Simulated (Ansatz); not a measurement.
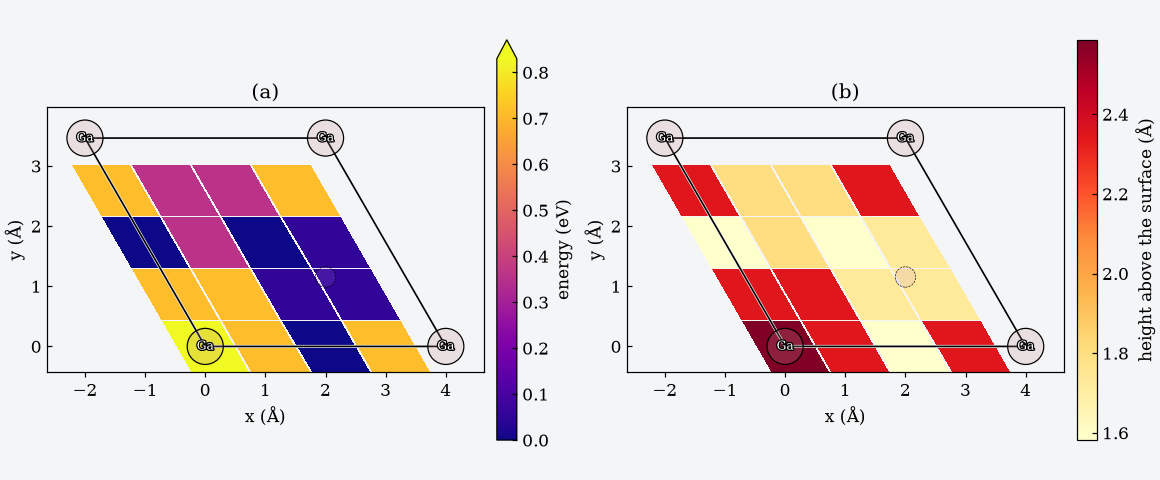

W on a GaAs(111) slab cut from the F-43m phase (6 atoms of substrate and one adsorbate in a 1 × 1 cell). One W atom a 1 × 1 cell is placed over a mesh of places on the rigid (1 1 1) surface, and only its height is relaxed. Places are given modulo a cell vector. The map is drawn in real space over the plane of the surface. The grid has 4 × 4 points. All energies are given in eV relative to the lowest grid point. The relaxed height changes by up to 0.8 Å between neighbouring points. This mesh misses the points at thirds of the hexagonal cell. With one adsorbate in each 1 × 1 cell, its nearest image is 4.0 Å away, so neighbouring adsorbates interact. The calculation used DFT PBEsol, scalar-relativistic, plane waves, PAW (Ansatz 0.2.0).

Panel (a) is the energy; panel (b) is the computed height above the surface, in Å.

Drawn: one coloured cell a grid point, labelled circles for the atoms of the top layer and small ones for the second layer, the outline of one cell of the plane, one colour for all values above the top of the scale.

Question: How does the height above the surface vary over the map, and what is it at the lowest grid point?

Answer: It runs from 1.58 Å at a bridge site between two Ga atoms, (0/4, 2/4) of the cell vectors to 2.59 Å at the top site over a surface Ga atom, (0/4, 0/4) of the cell vectors. At the lowest grid point, a bridge site between two Ga atoms, (0/4, 2/4) of the cell vectors, it is 1.58 Å.
